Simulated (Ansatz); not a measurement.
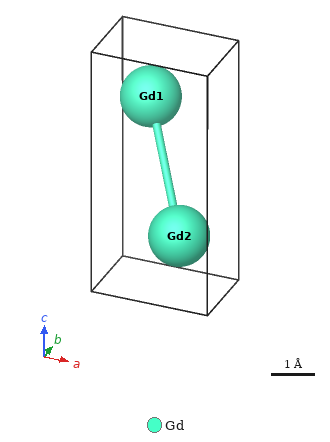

*The input geometry (ball-and-stick view of the cell of the calculation, seen slightly off an axis; atoms are numbered from 1 in the order of the input). An atom can appear more than once, as a periodic image.*

**Run report: Gd, single-point calculation**

The run: single-point calculation of Gd (P6₃/mmc, 2 atoms in the cell). Method and program: DFT LDA+U, scalar-relativistic, plane waves, PAW, Ueff = 6 eV on Gd f, spin-polarised (Ansatz 0.2.0).

It belongs to a series of runs on one base structure; here: small parallel starting moments. Figures and captions count atoms from 1; the log counts them from 0 in places.

**Log**
```
Gd: projections on atomic orbitals take those of the free atom [Kr 4d10] 4f7 5s2 5p6 5d1 6s2, of charge +0.00 (hamiltonian.pseudopotentials.projection_atoms); the dataset's partial waves leave at most 2.5e-4 of an orbital's norm unspanned inside its sphere
band count auto-derived: 30 (N_el = 36.0; filled up to band 18; 23 by the electrons, moments and atoms)
Engine: ansatz 0.2.0, x86_64-unknown-linux-gnu
Pseudopotentials: kind: paw
Pseudopotential: Gd, paw, valence charge 18, recommended cutoff 420 eV (normal), Gd.paw.azcp
Functional definition: SPW92
  exchange = slater_x
  correlation = pw_c
Crystal: 2 atoms, lattice volume = 66.326 Å³
Basis set: ecut = 420 eV, 1291 PW (Γ)
Bands: 30, of which v1, the nominal top of the filled ones, is band 18 counted from 1 (17 counted from 0)
Symmetry: 24 space group operations
Space group: P63/mmc (ITA 194), of the structure as read, at distance tolerance 4.0e-5 Å
Magnetic group: BNS 194.263 (UNI 1493), of the structure as read, at distance tolerance 4.0e-5 Å
k-points: 56 of 600
Non-local potential: Gd, projectors of the file, l = 0: 3, l = 1: 2, l = 2: 2, l = 3: 3
PAW form: soft (Blöchl's): semilocal exchange-correlation on the pseudo side does not see the compensation charge
PAW frozen core: Gd, regenerated for the run's functional, and the local potential with it (the file was generated under x = pbe(κ = 0.804, μ = 0.2195149727645171), c = pbe(β = 0.06672455060314922))
PAW one-centre angular grid: Gd, 590 points (default); XC on 64 Gauss nodes
Initial density: read from a saved state, or passed on in memory by an earlier SCF of this step, an earlier step, the calling program or the single point that the run made first
Stability of the state it starts from, as read at its close in the collinear treatment: not read negative (Ritz values of 1 − χ₀K, real part plus size of imaginary part, from 0.83 to 0.99, by its mixing steps under the symmetry group of the SCF that read it); its run was given moments
Starting moments: Σ|m| = 1 μB on 2 of 2 sites; this step starts from the density that it was given
Initial wavefunctions: pseudopotential atomic-orbital guess
Functional: x = slater, c = lda
iter 1 solved again at ethr=3.59e-6 eV; its pass at ethr=3.10e-3 eV (dr2=1.29e-3 eV) is discarded
SCF iter   1: F=—  HF=-18253.354012 eV  |F-HF|=—  |Δ(HF+E_count)|=         —  Δρ=2.39e-3 (↑2.39e-3 ↓1.89e-3)  dr2=1.30e-3  dr2_m=2.62e-3  M=15.520 μB ∫|m|=15.520 μB  β_m=0.30  ethr=3.59e-6  ⟨swp⟩=2.4  Hψ=19285  notcnv=0
preconditioner: auto → Kerker (q_TF=auto, 2.464 Å⁻¹)  [metal: Δε(μ)=0.022 eV  Ē_g=14.407 eV  σ=0.050 eV  W_gap=0.24  n_scr=22 (ndim 8)  ℏωp=25.8 eV  f_vac=0.000  D(μ)=1.00/eV (n_scr^D=2)]
spin=Collinear: Kerker preconditioning applied to the charge; magnetization (m = ρ↑ − ρ↓) channel mixes plain (no charge-response kernel on spin).
SCF iter   2: F=—  HF=-18253.356499 eV  |F-HF|=—  |Δ(HF+E_count)|=   2.49e-3  Δρ=1.77e-3 (↑1.77e-3 ↓1.40e-3)  dr2=7.30e-4  dr2_m=1.43e-3  M=15.511 μB ∫|m|=15.511 μB  β_m=0.65  ethr=3.59e-6  ⟨swp⟩=1.4  Hψ=3438  notcnv=0
SCF iter   3: F=—  HF=-18253.359612 eV  |F-HF|=—  |Δ(HF+E_count)|=   3.11e-3  Δρ=1.25e-4 (↑1.25e-4 ↓8.08e-5)  dr2=1.68e-5  dr2_m=3.33e-6  M=15.492 μB ∫|m|=15.492 μB  β_m=0.65  ethr=2.03e-6  ⟨swp⟩=2.1  Hψ=5328  notcnv=0
SCF iter   4: F=—  HF=-18253.359612 eV  |F-HF|=—  |Δ(HF+E_count)|=   5.29e-7  Δρ=6.97e-5 (↑6.97e-5 ↓4.05e-5)  dr2=5.81e-6  dr2_m=9.74e-7  M=15.491 μB ∫|m|=15.491 μB  β_m=0.80  ethr=4.66e-8  ⟨swp⟩=2.4  Hψ=5178  notcnv=0
SCF iter   5: F=—  HF=-18253.359612 eV  |F-HF|=—  |Δ(HF+E_count)|=   6.22e-7  Δρ=1.38e-5 (↑1.38e-5 ↓1.13e-5)  dr2=5.15e-7  dr2_m=8.32e-9  M=15.491 μB ∫|m|=15.491 μB  β_m=0.87  ethr=1.61e-8  ⟨swp⟩=2.7  Hψ=5185  notcnv=0
SCF iter   6: F=-18253.359611 eV  HF=-18253.359611 eV  |F-HF|=5.59e-9  |Δ(HF+E_count)|=   1.06e-7  Δρ=3.53e-6 (↑2.97e-6 ↓3.53e-6)  dr2=3.55e-8  dr2_m=9.31e-10  M=15.491 μB ∫|m|=15.491 μB  ethr=2.78e-10  ⟨swp⟩=6.2  Hψ=14576  notcnv=0
SCF 1 converged in 6 iterations: F = -18253.359611 eV  dr2 = 3.55e-8
  greatest PAW one-centre occupation: 0.998 electrons in one spin orbital (limit 2), on the Gd atom at site 1 (counted from 0), in its partial waves of l = 0
SCF converged after 6 iterations
Magnetization: 15.4914 μB (25.7457 up, 10.2543 down)
Absolute magnetization: 15.4914 μB (∫|ρ↑−ρ↓|, with the PAW one-centre terms)
Spin contamination: 0.0088 ħ² per cell (⟨S²⟩ above its minimum at these occupations)
Per-site moments (μB) at R_I (Å): [(7.460760909843831, 1.4740487039214507), (7.460760909843832, 1.4740487039214507)]
Free energy (F): -18253.359611 eV
Harris-Foulkes:  -18253.359611 eV  (|F-HF|=5.59e-9)
Internal energy: -18253.358763 eV  (E = F + TS)
E sigma→0 (E₀):  -18253.359187 eV
Entropy (-TS):   -0.000848 eV (-0.424 meV/atom)
Fermi energy:    11.965964 eV
--- Per-component energies (eV) ---
  E_band       = -127.339159
  E_kinetic    = 808.873110
  E_local      = -4249.642593  (includes V_loc(G=0)·N_el)
  E_nonlocal   = 585.113528
  E_hartree    = 1744.728675
  E_xc         = -462.920413
  E_vxc        = -505.276453  (∫ρ·V_xc dr)
  E_hubbard    = 0.051819  (on-site DFT+U / exact-exchange correction)
  E_vhub       = -41.907565  (the Hubbard potential's part of the band-sum identity)
  E_paw        = -12488.562903  (= ΣΔE_a)
  E_vpaw       = -213.952444  (= ΣTr[D̂ρ^β])
  E_aug_tail   = 0.000000  (compensation charges beyond the density's cutoff)
  E_ewald      = -4193.558052
  E_core_change = 2.558066  (= ΣΔE_core)
  E_smearing   = -0.000848  (= −TS)
  E_closure    = -0.000000  (closes the sum)
  Σ components = -18253.359611   (vs F -18253.359611, Δ=0.00e0)
--- Forces (eV/Å), atoms counted from 1 ---
  atom   1  Gd    -0.00000000    -0.00000000     0.00000000
  atom   2  Gd     0.00000000     0.00000000     0.00000000
  max |Σ_I F_I| component: 9.25e-18 eV/Å
--- Stress (GPa, compression-positive) ---
       -3.765387       0.000000       0.000000
        0.000000      -3.765387       0.000000
        0.000000       0.000000      -3.488950
  P = ⅓ Tr σ = -3.6732 GPa (-36.732 kbar)
--- Band table (eV; the first three rows and the last of 112) ---
  k-point 0 ↑: bands = ["-33.5252", "-33.4567", "-11.2686", "-10.6694", "-10.6694", "-10.5628", "-10.5628", "-10.5413", "3.6733", "3.6832", "3.6961", "3.7342", "3.7342", "3.7431", "3.7431", "3.7564", "3.7564", "3.7630", "3.8006", "3.8006", "3.8236", "3.8288", "6.8864", "9.4423", "13.0517", "13.1165", "13.1165", "13.3037", "13.7359", "13.7359"]
  k-point 1 ↑: bands = ["-33.5207", "-33.4614", "-11.2230", "-10.6623", "-10.6623", "-10.5935", "-10.5700", "-10.5700", "3.6652", "3.6912", "3.6979", "3.7189", "3.7189", "3.7450", "3.7450", "3.7609", "3.7640", "3.7640", "3.8070", "3.8070", "3.8240", "3.8285", "7.0824", "9.3759", "12.7431", "13.0184", "13.0184", "13.1374", "13.5853", "13.5853"]
  k-point 2 ↑: bands = ["-33.5082", "-33.4740", "-11.0964", "-10.7334", "-10.6429", "-10.6429", "-10.5897", "-10.5897", "3.6625", "3.6799", "3.7097", "3.7097", "3.7189", "3.7260", "3.7260", "3.7529", "3.7882", "3.7882", "3.8120", "3.8120", "3.8249", "3.8275", "7.6272", "9.0499", "12.3313", "12.7409", "12.9379", "12.9379", "13.2796", "13.2796"]
  k-point 55 ↓: bands = ["-30.3715", "-30.3715", "-8.8261", "-8.8261", "-8.5920", "-8.5920", "-8.2735", "-8.2735", "11.5873", "11.5873", "12.3098", "12.3098", "13.1718", "13.1718", "14.4523", "14.4523", "14.7280", "14.7280", "14.8393", "14.8393", "14.9240", "14.9240", "14.9558", "14.9558", "14.9707", "14.9707", "14.9765", "14.9765", "15.6960", "15.6960"]
Occupation matrices written to [file]
--- Löwdin populations: 2 sites ---
  site symbol       q [e]    m [muB]
     0     Gd     17.9662     7.7305
     1     Gd     17.9662     7.7305
  spilling = 0.001875 (of n_electrons = 36.000000)
--- Occupation matrices: 2 shells (run DFT+U table (all-electron-ortho-atomic); ε = 4.93e-5) ---
  Gd0 f_4F: site group D3h (-6m2)
  Gd0 f_4F up     Tr n = 6.9966  λ = 0.999 0.999 0.999 1.000 1.000 1.000 1.000  [3× xz2 0.33 E'(0.67) | 2× z(x2-y2) 0.50 E''(1.00) | 2× z3 0.50 A1'(0.50)]
  Gd0 f_4F dn     Tr n = 0.0053  λ = 0.001 0.001 0.001 0.001 0.001 0.001 0.001  [z3 1.00 A2''(1.00) | x(x2-3y2) 1.00 A2'(1.00) | 2× xz2 0.50 E'(1.00) | y(3x2-y2) 1.00 A1'(1.00) | 2× z(x2-y2) 0.50 E''(1.00)]
  Gd1 f_4F: site group D3h (-6m2)
  Gd1 f_4F up     Tr n = 6.9966  λ = 0.999 0.999 0.999 1.000 1.000 1.000 1.000  [3× xz2 0.33 E'(0.67) | 2× z(x2-y2) 0.50 E''(1.00) | 2× z3 0.50 A1'(0.50)]
  Gd1 f_4F dn     Tr n = 0.0053  λ = 0.001 0.001 0.001 0.001 0.001 0.001 0.001  [z3 1.00 A2''(1.00) | x(x2-3y2) 1.00 A2'(1.00) | 2× xz2 0.50 E'(1.00) | y(3x2-y2) 1.00 A1'(1.00) | 2× z(x2-y2) 0.50 E''(1.00)]
  Tr n, λ and their labels are of the run-group-symmetrised matrices; stabiliser: 24 of 48 elements of G0×{1,Θ} (closed), max defect 5.6e-15 at τ = 1.0e-5
```

**File populations.tsv**
```
# site	symbol	l	j	q_up	q_dn
# orbitals = lowdin
# n_electrons = 36.000000
# spilling = 0.001875
# projection_atom_Gd: [Kr 4d10] 4f7 5s2 5p6 5d1 6s2
0	Gd	0_5S	-	0.981344	0.983011
0	Gd	0_6S	-	0.407238	0.373683
0	Gd	1_5P	-	2.986561	2.966907
0	Gd	2_5D	-	1.475463	0.788189
0	Gd	3_4F	-	6.997747	0.006104
1	Gd	0_5S	-	0.981344	0.983011
1	Gd	0_6S	-	0.407238	0.373683
1	Gd	1_5P	-	2.986561	2.966907
1	Gd	2_5D	-	1.475463	0.788189
1	Gd	3_4F	-	6.997747	0.006104
```

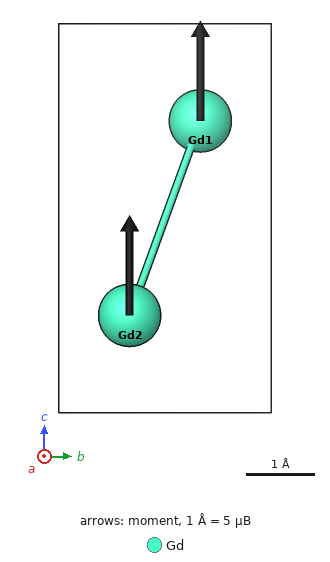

*Magnetic moments of the sites as black arrows (ball-and-stick view of the cell of the calculation, along the a axis; atoms are numbered from 1 in the order of the input); small moments hardly show. The run is collinear, so the axis drawn is arbitrary.*

Site moments: Gd1, Gd2 (7.46 μB). They are counted near the atoms and needn't add up to the moment of the cell.

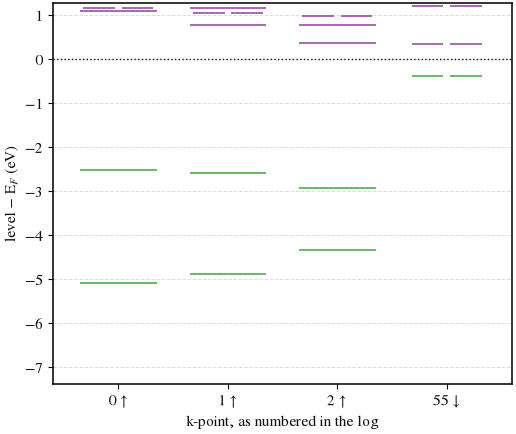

*Kohn–Sham levels near the Fermi level (dotted) at the few k-points that the log prints; levels within 0.02 eV of each other stand side by side.*

The system is metallic on the full mesh.

This output came from the following input.

**The input**
```yaml
crystal:
  lattice:
    - [3.6399995402, 0.0, 0.0]
    - [-1.8199997701, 3.1523320716, 0.0]
    - [0.0, 0.0, 5.7803192698]
  atoms:
    - { symbol: Gd, position: [0.3333333333, 0.6666666667, 0.75], spin: 0.5 }
    - { symbol: Gd, position: [0.6666666667, 0.3333333333, 0.25], spin: 0.5 }
basis:
  ecutwfc: 420
  ecutrho_ratio: 4
kpoints:
  mp_grid: { grid: [10, 10, 6] }
hamiltonian:
  xc: lda
  hubbard: { sites: [{ species: Gd, l: f, u_eff: 6.0 }] }
scf:
  occupations: { method: gaussian, width: 0.05 }
  lower_state_search: "off"
output:
  forces: true
  stress: true
  eigenvalues: true
  populations: true
  hubbard: { sites: [{ species: Gd, l: f }] }
magnetization:
  spin_polarized: true
checkpoint:
  read: start.run
  write: ck
  compress: false
  write_wavefunctions: false
  write_every: 100000
```

Launched with:
```bash
ansatz run input.yaml --threads 4 --pin off --max-ram 9216MiB --backend cpu --events-out ev --progress --plain --runs-dir out
```

**Key numbers**

- outcome: converged
- space group (tolerance 0.01 Å): P6₃/mmc (194)
- electrons treated: 36
- free energy: −18253.3596 eV
- Fermi energy: 11.966 eV
- gap on the k-point mesh: none (metallic)
- net moment of the cell: 15.49 μB
- integrated absolute moment: 15.49 μB
- pressure: −3.67 GPa
- largest force (length of the vector): under 0.001 eV/Å
- hardware: 4 threads of AMD EPYC (Zen 5), 16 GiB of memory available, shared host
- wall time: 1.3 s (CPU time 4.4 s)
- peak memory: 0.62 GiB

**Remarks**

DFT+U on an f shell has many self-consistent states, and spin–orbit coupling is left out here.
